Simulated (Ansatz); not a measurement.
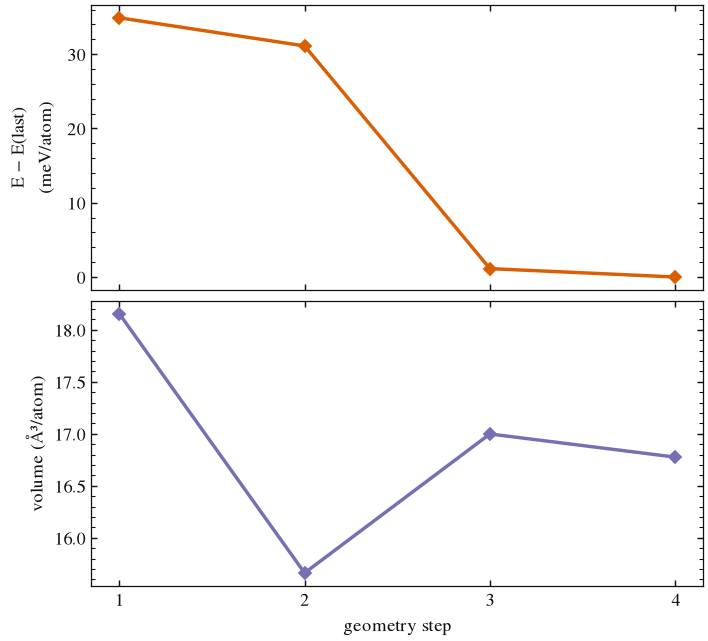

History of a geometry optimisation. Atoms and cell relax. A closing SCF on a freshly chosen basis isn't drawn.

Ag (Im-3m, 1 atom in the cell); DFT PBEsol, scalar-relativistic, plane waves, PAW in Ansatz 0.2.0; cutoff 420 eV, 8×8×8 k-mesh, Gaussian smearing of 0.1 eV.

How did it end, and what did it gain?

The optimisation met its thresholds at geometry 4, counting the start as the first. The energy fell by about 35 meV/atom from the first step to the last. All forces vanish by symmetry, so only the cell moves.

What happens to the cell?

The volume shrinks from 18.2 to 16.8 Å³ per atom (−8 %), overshooting to 15.7 at step 2. The start was expanded.
